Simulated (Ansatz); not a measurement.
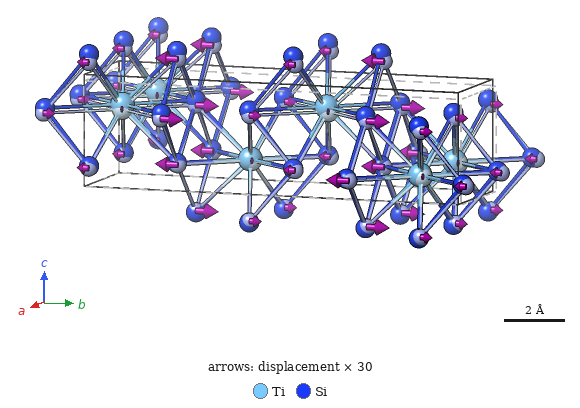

Crystalline TiSi2 (set up in Cmcm), drawn pale, and a changed version of it, drawn solid. The purple arrows show how the atoms are displaced (without the part that the change of the cell carries along), magnified 30 times. A ball-and-stick model of the cell of the calculation, seen slightly off an axis.

The calculation used Ansatz, DFT PBEsol, scalar-relativistic, plane waves, PAW. Set-up: plane-wave cutoff 420 eV; k-point mesh 10 × 4 × 10; occupations gaussian; smearing width 0.1 eV; no spin polarisation.

Question: Describe the change and its computed effect.

Answer: Uniaxial strain along c, +6.0 %, is applied. The a and b axes and the atoms are relaxed. The volume changes by +3.0 %, with a 3.517 → 3.449 Å (−1.9 %), b 13.348 → 13.223 Å (−0.9 %), c 3.556 → 3.769 Å (+6.0 %). The largest moves relative to the cell, 0.027 Å, are those of Si atoms. By element the largest moves are Si 0.027 Å, Ti 0.003 Å. Some distances before and after: Si–Si 2.501 → 2.555 Å, Si–Ti 2.564 → 2.618 Å, Si–Si 2.393 → 2.445 Å, Si–Ti 2.792 → 2.742 Å. The space group stays Cmcm (No. 63). The energy rises by 39.4 meV per atom. Pressure: 0.0 GPa before, −4.8 GPa after. The principal stresses (compression positive) are −14.4 GPa along c and none across it. Both are metals.
